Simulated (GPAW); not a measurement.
**A computed optical spectrum**

Method: GPAW, PBE, RPA, without spin-orbit coupling, line width 0.15 eV (Lorentzian); metals get a typed carrier damping. The response is along the first axis of the cell.

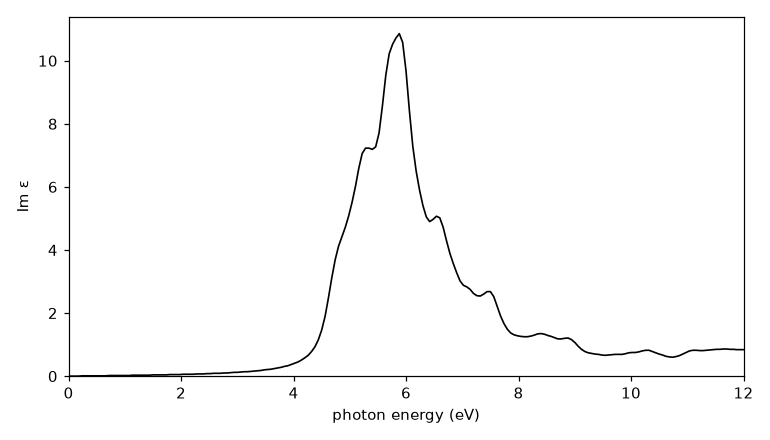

Q: Which of these systems gave the spectrum?
A. AlN (P6_3mc)
B. GaN (F-43m)
C. BN (P6_3/mmc)

A: C. BN (P6_3/mmc): ε∞ = 4.62 along the first axis, strongest peak along the first axis at 5.88 eV. The others: AlN (P6_3mc), ε∞ = 4.28 along the first axis, strongest peak along the first axis at 7.93 eV; GaN (F-43m), ε∞ = 5.82 along the first axis, strongest peak along the first axis at 7.17 eV.
